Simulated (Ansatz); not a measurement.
# Does disorder add resistance in series? Ag(111) layers with 12.5 % Rh

Two lengths of the disordered region are known. What area resistance does the third give?

Set-up. Ansatz 0.2.0, plane waves with PAW datasets at their recommended cutoffs (420 eV for most), Fermi-Dirac smearing; ballistic transmission by layer matching. The area resistance is RA = A (h/2e²)(1/T − 1/N), with T the zone-mean transmission per spin and N the lead's channels, both averaged over a few energies near the Fermi level; for magnets each spin is taken apart, with h/e², and the two conduct in parallel. Lateral cell 2x2, PBE, a fresh random draw for each length.

The runs, with one result withheld:

```tsv
length (Å)	channels N	RA (fΩ m²)
9.44	3.266	0.544
18.9	3.266	1.29
28.3	3.266	?
```

**Estimate by hand.**

Ohm's law makes RA linear in the length: the slope is (1.29 − 0.544)/(18.9 − 9.44) = 0.0791 fΩ m² per Å, or 79 µΩ cm. Then 1.29 + 0.0791 × 9.44. Predicted: 2.04 fΩ m².

**The withheld run.**

1.56 fΩ m², so the prediction is 30 % too high. The three lengths together give 54 µΩ cm. Single draws scatter; these runs don't part the causes of the miss, and leave the question open.

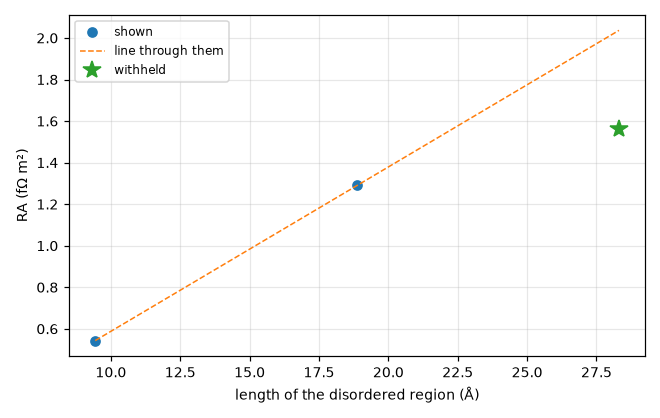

Area resistance against length.

Caveats: The scatterers repeat sideways with the small cell. The slope is a raw one; a model of isotropic scattering puts it 1.02 times the bulk value over these lengths. Atoms sit unrelaxed on the host's lattice, and the pair may not mix at random in practice.

[Logs are printed without paths, hosts, clocks, repeated set-up lines and the standing remarks that a program may print on its own settings, such as how far it seeks lower states.]
